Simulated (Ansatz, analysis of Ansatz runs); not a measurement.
# Local vibrational mode of the N3VH centre in diamond (PBE)

Aim: the local vibrational mode of the N3VH centre in diamond, to be set beside the measurement. Set-up: PBE, 64-site cell, PBE lattice, 420 eV, k: the single point 1/4 1/4 1/4. The model is a cell of 64 host atoms with 1 site emptied, N put on another atom's site, N put on another atom's site, N put on another atom's site and H put in between. The frequencies come from force constants among the defect atom and its neighbours, with the masses of the isotopes named. A local or semilocal functional is the cheapest first rung.

Measured beforehand: C-H stretch, 1H: 3107 cm⁻¹, by FTIR absorption (quoted in “Hydrogen-related defects in diamond: A comparison between observed and calculated FTIR spectra”, 2024, M.C. Day et al., quoting earlier work (2014)). C-H bend, 1H: 1405 cm⁻¹, by FTIR absorption (quoted in “Hydrogen-related defects in diamond: A comparison between observed and calculated FTIR spectra”, 2024, M.C. Day et al., quoting earlier work (1991)). The runs below try to reproduce this.

Main program and level: Ansatz 0.2.0; plane-wave PAW DFT, PBE; relaxation of all atoms of a defect supercell.

## (1) Starting point

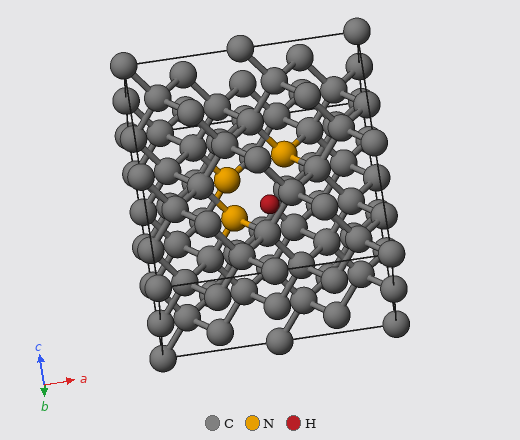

The cell as given, from a free direction (carbon grey, nitrogen orange, hydrogen red). Bonds to atoms that aren't drawn are left out. Some periodic images of atoms are drawn too.

The cell holds 64 atoms: 60 C, 3 N and 1 H. Cell: a = 7.143 Å, b = 7.143 Å, c = 7.143 Å, α = 90.0°, β = 90.0°, γ = 90.0°. It derives from C (space group Fd-3m). Nearest the centre at fractional (0.375, 0.375, 0.375): H64 at 0.45 Å, N4 at 1.55 Å, N41 at 1.55 Å, N26 at 1.55 Å, C48 at 1.55 Å, C14 at 2.53 Å, C13 at 2.53 Å, C5 at 2.53 Å.

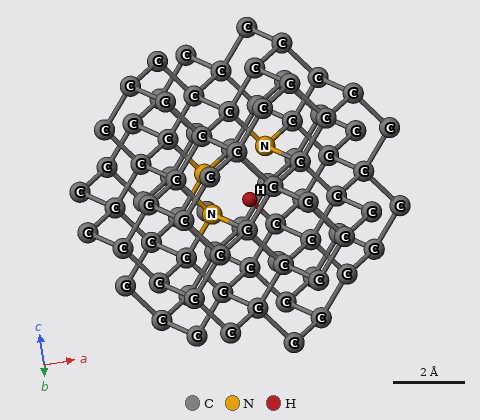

The atoms within 5 Å of the centre.

The host's primitive cell comes from a first run (plane-wave PAW DFT, PBE; relaxation of the host's cell and atoms): vectors of 2.525, 2.525 and 2.525 Å. That is 5.69 Å³ an atom, 0.4 % over the diffraction cell's volume. The supercell is built on it.

## (2) Relaxation, charge 0

Every later number rests on the structure around the defect, so the atoms are relaxed at the host's lattice first.

relax/input.yaml reads:

```yaml
relax:
  f_tol: 0.01
  max_steps: 80
  random_displacement: { amplitude: 0.02, seed: 442 }
crystal:
  lattice:
    - [7.14316351, 0.0, 0.0]
    - [0.0, 7.14316351, 0.0]
    - [0.0, 0.0, 7.14316351]
  atoms:
    - { symbol: C, position: [0.0, 0.0, 0.25] }
    - { symbol: C, position: [0.0, 0.25, 0.0] }
    - { symbol: C, position: [0.25, 0.0, 0.0] }
    - { symbol: "N", position: [0.25, 0.25, 0.25] }
    - { symbol: C, position: [0.125, 0.125, 0.375] }
    - { symbol: C, position: [0.125, 0.375, 0.125] }
    - { symbol: C, position: [0.375, 0.125, 0.125] }
    - { symbol: C, position: [0.0, 0.0, 0.75] }
    - { symbol: C, position: [0.0, 0.25, 0.5] }
    - { symbol: C, position: [0.25, 0.0, 0.5] }
    - { symbol: C, position: [0.25, 0.25, 0.75] }
    - { symbol: C, position: [0.125, 0.125, 0.875] }
    - { symbol: C, position: [0.125, 0.375, 0.625] }
    - { symbol: C, position: [0.375, 0.125, 0.625] }
    - { symbol: C, position: [0.375, 0.375, 0.875] }
    - { symbol: C, position: [0.0, 0.5, 0.25] }
    - { symbol: C, position: [0.0, 0.75, 0.0] }
    - { symbol: C, position: [0.25, 0.5, 0.0] }
    - { symbol: C, position: [0.25, 0.75, 0.25] }
    - { symbol: C, position: [0.125, 0.625, 0.375] }
    - { symbol: C, position: [0.125, 0.875, 0.125] }
    - { symbol: C, position: [0.375, 0.625, 0.125] }
    - { symbol: C, position: [0.375, 0.875, 0.375] }
    - { symbol: C, position: [0.0, 0.5, 0.75] }
    - { symbol: C, position: [0.0, 0.75, 0.5] }
    - { symbol: "N", position: [0.25, 0.5, 0.5] }
    - { symbol: C, position: [0.25, 0.75, 0.75] }
    - { symbol: C, position: [0.125, 0.625, 0.875] }
    - { symbol: C, position: [0.125, 0.875, 0.625] }
    - { symbol: C, position: [0.375, 0.625, 0.625] }
    - { symbol: C, position: [0.375, 0.875, 0.875] }
    - { symbol: C, position: [0.5, 0.0, 0.25] }
    - { symbol: C, position: [0.5, 0.25, 0.0] }
    - { symbol: C, position: [0.75, 0.0, 0.0] }
    - { symbol: C, position: [0.75, 0.25, 0.25] }
    - { symbol: C, position: [0.625, 0.125, 0.375] }
    - { symbol: C, position: [0.625, 0.375, 0.125] }
    - { symbol: C, position: [0.875, 0.125, 0.125] }
    - { symbol: C, position: [0.875, 0.375, 0.375] }
    - { symbol: C, position: [0.5, 0.0, 0.75] }
    - { symbol: "N", position: [0.5, 0.25, 0.5] }
    - { symbol: C, position: [0.75, 0.0, 0.5] }
    - { symbol: C, position: [0.75, 0.25, 0.75] }
    - { symbol: C, position: [0.625, 0.125, 0.875] }
    - { symbol: C, position: [0.625, 0.375, 0.625] }
    - { symbol: C, position: [0.875, 0.125, 0.625] }
    - { symbol: C, position: [0.875, 0.375, 0.875] }
    - { symbol: C, position: [0.5, 0.5, 0.25] }
    - { symbol: C, position: [0.5, 0.75, 0.0] }
    - { symbol: C, position: [0.75, 0.5, 0.0] }
    - { symbol: C, position: [0.75, 0.75, 0.25] }
    - { symbol: C, position: [0.625, 0.625, 0.375] }
    - { symbol: C, position: [0.625, 0.875, 0.125] }
    - { symbol: C, position: [0.875, 0.625, 0.125] }
    - { symbol: C, position: [0.875, 0.875, 0.375] }
    - { symbol: C, position: [0.5, 0.5, 0.75] }
    - { symbol: C, position: [0.5, 0.75, 0.5] }
    - { symbol: C, position: [0.75, 0.5, 0.5] }
    - { symbol: C, position: [0.75, 0.75, 0.75] }
    - { symbol: C, position: [0.625, 0.625, 0.875] }
    - { symbol: C, position: [0.625, 0.875, 0.625] }
    - { symbol: C, position: [0.875, 0.625, 0.625] }
    - { symbol: C, position: [0.875, 0.875, 0.875] }
    - { symbol: H, position: [0.410971, 0.410971, 0.339029] }
basis:
  ecutwfc: 420
  xc_grid: 2
hamiltonian:
  xc: pbe
kpoints:
  mp_grid: { grid: [1, 1, 1], shift: [0.25, 0.25, 0.25] }
scf:
  occupations: { method: fermi_dirac, width: 0.01 }
  max_iter: 120
output:
  forces: true
checkpoint:
  write: "../relax.run"
  compress: false
  write_wavefunctions: true
  write_every: 100000
```

The run is started by

```sh
$ ansatz run input.yaml --threads 2 --pin off --max-ram 3768MiB --backend cpu --events-out ev --progress --plain --runs-dir out
```

Numbers of over 12 decimals in the logs are rounded to 6 here.

Output:

```text
[... repeated set-up lines and file paths are left out, and long positions are rounded to six places ...]
Engine: ansatz 0.2.0, x86_64-unknown-linux-gnu
Pseudopotentials: kind: paw
Pseudopotential: C, paw, valence charge 4, recommended cutoff 420 eV (normal), C.paw.azcp
Pseudopotential: N, paw, valence charge 5, recommended cutoff 420 eV (normal), N.paw.azcp
Pseudopotential: H, paw, valence charge 1, recommended cutoff 420 eV (normal), H.paw.azcp
Functional definition: PBE
  parameter kappa = 0.804
  parameter beta = 0.066725
  exchange = pbe_x(kappa = kappa, mu = beta*pi^2/3)
  correlation = pbe_c(beta = beta)
Crystal: 64 atoms, lattice volume = 364.478 Å³
Basis set: ecut = 420 eV, 7123 PW (Γ), exchange–correlation on 96×96×96 points (8 copies of the dense FFT grid, shifted against one another)
Bands: 192, of which v1, the nominal top of the filled ones, is band 128 counted from 1 (127 counted from 0)
Symmetry: 1 space group operations
k-points: 1
Non-local potential: C, projectors of the file, l = 0: 2, l = 1: 2, l = 2: 1
Non-local potential: N, projectors of the file, l = 0: 2, l = 1: 2, l = 2: 1
Non-local potential: H, projectors of the file, l = 0: 2, l = 1: 1
PAW form: soft (Blöchl's): semilocal exchange-correlation on the pseudo side does not see the compensation charge
PAW one-centre angular grid: C, 110 points (default); XC on 64 Gauss nodes
PAW one-centre angular grid: N, 110 points (default); XC on 64 Gauss nodes
PAW one-centre angular grid: H, 110 points (default); XC on 64 Gauss nodes
Initial density: superposition of atomic densities (neutral atoms: chi_scale 0, normalization atom), corrected by the library's trained network
Initial wavefunctions: pseudopotential atomic-orbital guess
Functional: x = pbe(κ = 0.804, μ = 0.219515), c = pbe(β = 0.066725)
SCF iter   1: F=—  HF=-16211.359398 eV  |F-HF|=—  |Δ(HF+E_count)|=         —  Δρ=7.98e-3  dr2=4.28e-1  ethr=1.77e-3  ⟨swp⟩=5.0  Hψ=775  notcnv=0  defer=50
preconditioner: auto → Resta (q_TF=auto, 2.572 Å⁻¹)  ε∞=4.4  [insulator: Δε(μ)=4.855 eV  Ē_g=16.851 eV  σ=0.010 eV  W_gap=1.00  n_scr=92 (ndim 8)  ℏωp=31.1 eV  f_vac=0.000  D(μ)=0.00/eV (n_scr^D=0)  ε∞_Penn≈4.4]
SCF iter   2: F=—  HF=-16211.271270 eV  |F-HF|=—  |Δ(HF+E_count)|=   8.81e-2  Δρ=4.15e-3  dr2=5.18e-2  ethr=1.67e-4  ⟨swp⟩=2.0  Hψ=232  notcnv=0  defer=58
SCF iter   3: F=—  HF=-16211.259961 eV  |F-HF|=—  |Δ(HF+E_count)|=   1.13e-2  Δρ=1.46e-3  dr2=5.53e-3  ethr=2.02e-5  ⟨swp⟩=2.0  Hψ=215  notcnv=0  defer=58
SCF iter   4: F=—  HF=-16211.259190 eV  |F-HF|=—  |Δ(HF+E_count)|=   7.71e-4  Δρ=3.88e-4  dr2=3.44e-4  ethr=2.16e-6  ⟨swp⟩=2.0  Hψ=237  notcnv=0  defer=58
SCF iter   5: F=—  HF=-16211.261390 eV  |F-HF|=—  |Δ(HF+E_count)|=   2.20e-3  Δρ=9.41e-5  dr2=2.01e-5  ethr=1.34e-7  ⟨swp⟩=2.0  Hψ=261  notcnv=0  defer=58
SCF iter   6: F=-16211.261398 eV  HF=-16211.261399 eV  |F-HF|=8.26e-7  |Δ(HF+E_count)|=   9.01e-6  Δρ=2.90e-5  dr2=2.47e-6  ethr=9.77e-10  ⟨swp⟩=4.0  Hψ=580  notcnv=0
SCF 1 converged in 6 iterations: F = -16211.261398 eV  dr2 = 2.47e-6
  greatest PAW one-centre occupation: 0.793 electrons in one spin orbital (limit 2), on the N atom at site 40 (counted from 0), in its partial waves of l = 0
relax step   1: F+E_penalty+E_count = -16211.26139801 eV  Δ(F+E_penalty+E_count) = +0.000e0 eV  max|allowed force component| = 2.606e0 eV/Å  Δτ_max = 0.0000 Å  (6 SCF iters, dr2 threshold 2.50e-6 eV, accepted)
[... the SCF cycles and remarks between the steps are left out from here to the last step ...]
relax step   2: F+E_penalty+E_count = -16212.50033606 eV  Δ(F+E_penalty+E_count) = -1.239e0 eV  max|allowed force component| = 1.056e0 eV/Å  Δτ_max = 0.1090 Å  (5 SCF iters, dr2 threshold 1.00e-4 eV, accepted)
relax step   3: F+E_penalty+E_count = -16212.77745379 eV  Δ(F+E_penalty+E_count) = -2.771e-1 eV  max|allowed force component| = 1.204e0 eV/Å  Δτ_max = 0.0559 Å  (5 SCF iters, dr2 threshold 6.97e-5 eV, accepted)
relax step   4: F+E_penalty+E_count = -16212.84403322 eV  Δ(F+E_penalty+E_count) = -6.658e-2 eV  max|allowed force component| = 1.388e-1 eV/Å  Δτ_max = 0.0321 Å  (4 SCF iters, dr2 threshold 1.00e-4 eV, accepted)
relax step   5: F+E_penalty+E_count = -16212.84522208 eV  Δ(F+E_penalty+E_count) = -1.189e-3 eV  max|allowed force component| = 2.178e-2 eV/Å  Δτ_max = 0.0063 Å  (4 SCF iters, dr2 threshold 1.20e-6 eV, accepted)
SCF iter   1: F=—  HF=-16212.842877 eV  |F-HF|=—  |Δ(HF+E_count)|=         —  Δρ=9.75e-5  dr2=1.73e-5  ethr=6.45e-8  ⟨swp⟩=4.0  Hψ=441  notcnv=0  defer=58
SCF iter   2: F=—  HF=-16212.845262 eV  |F-HF|=—  |Δ(HF+E_count)|=   2.38e-3  Δρ=4.82e-5  dr2=3.49e-6  ethr=6.76e-9  ⟨swp⟩=3.0  Hψ=313  notcnv=0  defer=58
SCF iter   3: F=—  HF=-16212.845261 eV  |F-HF|=—  |Δ(HF+E_count)|=   6.01e-7  Δρ=9.04e-6  dr2=1.64e-7  ethr=1.36e-9  ⟨swp⟩=2.0  Hψ=209  notcnv=0  defer=58
SCF iter   4: F=-16212.845261 eV  HF=-16212.845261 eV  |F-HF|=7.93e-10  |Δ(HF+E_count)|=   1.17e-8  Δρ=1.98e-6  dr2=8.69e-9  ethr=3.91e-11  ⟨swp⟩=4.0  Hψ=530  notcnv=0
SCF 6 converged in 4 iterations: F = -16212.845261 eV  dr2 = 8.69e-9
relax step   6: F+E_penalty+E_count = -16212.84526142 eV  Δ(F+E_penalty+E_count) = -3.935e-5 eV  max|allowed force component| = 6.618e-3 eV/Å  Δτ_max = 0.0010 Å  (4 SCF iters, accepted)
NSCF: frozen V_eff on 1 k-points
the band table was solved once a step of the walk had ended and its energy, with any forces and stress, was formed, with the checks that follow a solve (950 applications of the Hamiltonian). They found nothing against the state; [...]
SCF converged after 4 iterations
Free energy (F): -16212.845261 eV
Harris-Foulkes:  -16212.845261 eV  (|F-HF|=7.93e-10)
Internal energy: -16212.845261 eV  (E = F + TS)
E sigma→0 (E₀):  -16212.845261 eV
Fermi energy:    15.429435 eV
--- Per-component energies (eV) ---
  E_band       = 1020.076149
  E_kinetic    = 5935.994348
  E_local      = -4279.898824  (includes V_loc(G=0)·N_el)
  E_nonlocal   = 1735.347119
  E_hartree    = 974.748187
  E_xc         = -3107.775263
  E_vxc        = -3863.887220  (∫ρ·V_xc dr)
  E_paw        = -6335.140836  (= ΣΔE_a)
  E_vpaw       = -456.976008  (= ΣTr[D̂ρ^β])
  E_aug_tail   = -0.000515  (compensation charges beyond the density's cutoff)
  E_ewald      = -11136.119478
  E_smearing   = -0.000000  (= −TS)
  E_closure    = -0.000000  (closes the sum)
  Σ components = -16212.845261   (vs F -16212.845261, Δ=0.00e0)
--- Forces (eV/Å), atoms counted from 1 ---
  atom   1  C      0.00032701    -0.00019430    -0.00132213
  atom   2  C      0.00087233    -0.00122002     0.00043549
  [... 1 atom left out ...]
  atom   4  N      0.00203492     0.00159233     0.00163725
  atom   5  C      0.00072366    -0.00014894     0.00141784
  atom   6  C     -0.00084777     0.00144086    -0.00050668
  atom   7  C      0.00020943    -0.00126569    -0.00040294
  [... 5 atoms left out ...]
  atom  13  C     -0.00011112    -0.00029824     0.00020296
  atom  14  C     -0.00015151     0.00010647     0.00063083
  [... 11 atoms left out ...]
  atom  26  N      0.00070164     0.00016114    -0.00130510
  [... 14 atoms left out ...]
  atom  41  N     -0.00173897     0.00174849    -0.00117965
  [... 6 atoms left out ...]
  atom  48  C     -0.00306603     0.00140441     0.00661759
  [... 15 atoms left out ...]
  atom  64  H      0.00195605    -0.00137829    -0.00531298
  max |Σ_I F_I| component: 3.40e-5 eV/Å
--- Band table (eV) ---
  k-point 0: bands = ["-8.3277", "-7.4296", "-7.4111", "-6.9548", [... 184 left out ...] "22.8979", "22.9721", "23.2450", "23.5254"]
--- Relaxed structure (6 steps of the walk, 6 accepted, 0 SCFs on fresh bases) ---
  F+E_penalty+E_count = -16212.84526142 eV   max|allowed force component| = 6.618e-3 eV/Å
  atoms:
    - { symbol: C, position: [-0.001497, -0.001575, 0.250371] }
    - { symbol: C, position: [-0.001466, 0.249518, -0.000818] }
    [... 1 atom left out ...]
    - { symbol: N, position: [0.239593, 0.239515, 0.240396] }
    - { symbol: C, position: [0.125999, 0.125921, 0.369998] }
    - { symbol: C, position: [0.125468, 0.369524, 0.126070] }
    - { symbol: C, position: [0.369605, 0.125389, 0.126071] }
    [... 5 atoms left out ...]
    - { symbol: C, position: [0.125603, 0.379803, 0.624325] }
    - { symbol: C, position: [0.379886, 0.125522, 0.624324] }
    [... 11 atoms left out ...]
    - { symbol: N, position: [0.239194, 0.509912, 0.510383] }
    [... 14 atoms left out ...]
    - { symbol: N, position: [0.510002, 0.239110, 0.510385] }
    [... 6 atoms left out ...]
    - { symbol: C, position: [0.506647, 0.506563, 0.242831] }
    [... 15 atoms left out ...]
    - { symbol: H, position: [0.419161, 0.419160, 0.328868] }
```

It took 21 s on 2 threads of Intel Xeon Platinum 8375C at 2.90GHz (Ice Lake), shared host; peak memory 0.75 GiB.

The steps of the relaxation:

```csv
step,energy less that of the first step (eV),largest force component (eV/Å)
1,0.0000,2.6060
2,-1.2389,1.0557
3,-1.5161,1.2045
4,-1.5826,0.1388
5,-1.5838,0.0218
6,-1.5839,0.0066
```

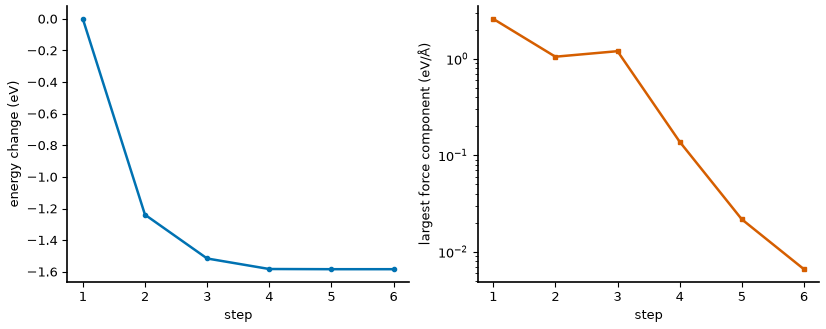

Energy and largest force along the relaxation.

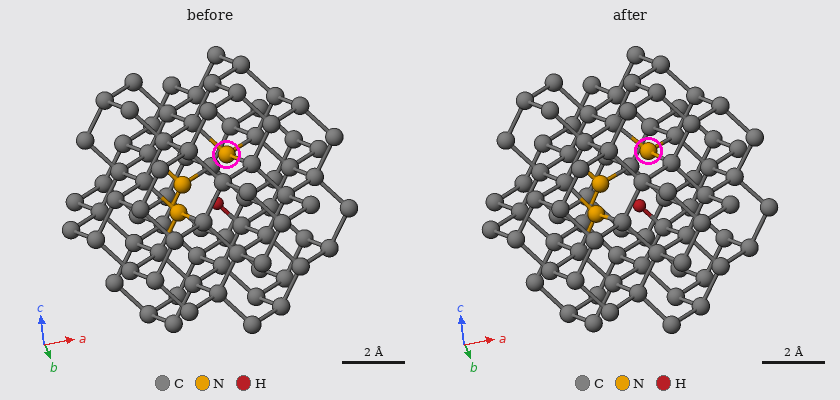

Before and after: the atoms that start within 5 Å of the centre. N41, which moves most, is ringed if it is among them.

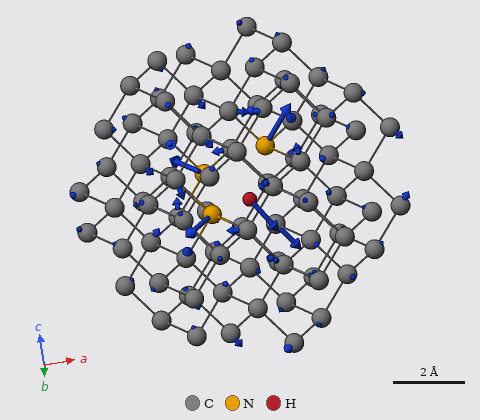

Displacements in the relaxation from the typed sites near the centre, exaggerated, the mean shift taken out; the longest in the cell stands for 0.13 Å.

The atoms that moved most (Å, from the sites as typed, ahead of the random displacement, the mean shift of all atoms taken out):

```csv
atom,dx,dy,dz,length
N41,0.073,-0.075,0.073,0.128
N26,-0.075,0.073,0.073,0.128
N4,-0.072,-0.072,-0.070,0.124
H64,0.061,0.061,-0.074,0.113
C48,0.050,0.049,-0.053,0.088
C5,0.009,0.009,-0.037,0.039
C14,0.037,0.006,-0.006,0.038
C13,0.006,0.037,-0.006,0.038
```

The atoms nearest to the centre after the run:

```csv
atom,distance (Å)
H64,0.555
C48,1.631
N4,1.672
N26,1.675
N41,1.676
C5,2.516
C6,2.518
C7,2.518
C13,2.519
C14,2.520
C30,2.521
C45,2.521
C20,2.521
C36,2.522
C52,2.529
C22,2.532
```

Neighbours of the added atoms: H64: C48 1.08, N4 1.92, N26 1.94 Å.

Numbers from this step:

```
free energy : -16212.8453 eV
```

The relaxation ends 25 meV an atom lower than the displaced start, with a largest force component of 0.0066 eV/Å.

(Continued in part 2 of 2.)

[Logs are printed without paths, hosts, clocks, repeated set-up lines and the standing remarks that a program may print on its own settings, such as how far it seeks lower states.]

[Hosts, paths, dates, database ids (printed as entryN), source tags and the programs' standing remarks are cut or masked in the printed files.]

[For some hosts the program warned that the k-mesh of the response run may be too coarse for force constants and the static dielectric constant; such warnings are not shown here.]
